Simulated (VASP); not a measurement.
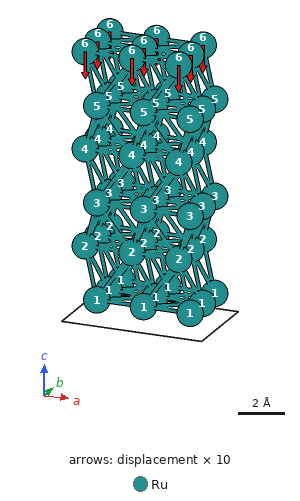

A relaxation of a slab of composition Ru. The starting structure is drawn; red arrows show the displacements, magnified 10 times.

A ball-and-stick model of the 3 × 3 repeat of the cell, outlined in the plane, without the vacuum, seen slightly off an axis.

The run lets the atoms move in a fixed cell. 3 atoms are held fixed.

Method: Kohn-Sham DFT of a periodic cell, PBEsol, VASP PAW PBE potentials, recommended (VASP 6.6.1).

The input:
```
SYSTEM = Ru
PREC = Accurate
ENCUT = 520
EDIFF = 1E-6
ISMEAR = 0
SIGMA = 0.05
LREAL = .FALSE.
LASPH = .TRUE.
NELM = 80
ALGO = Normal
ISIF = 2
LWAVE = .FALSE.
LCHARG = .FALSE.
LDIPOL = .TRUE.
IDIPOL = 3
DIPOL = 0.5 0.5 0.500
GGA = PS
IBRION = 2
NSW = 60
EDIFFG = -0.005
```

Run as
```bash
cat potpaw_PBE.64/Ru_pv/POTCAR > POTCAR
mpirun -np 1 vasp_std > vasp.out
```

### What did the optimiser do to the structure, and how much energy did it gain?

Over 11 geometry steps the energy falls by 70.4 meV per cell of the calculation. The largest force component goes from 1.1 to 1.1 eV/Å. The largest move is that of Ru6, 0.12 Å along the normal (−c). The cell stays as it was. Near-neighbour distances that change, for instance: Ru5–Ru6 2.650 → 2.563 Å, Ru4–Ru5 2.650 → 2.635 Å.
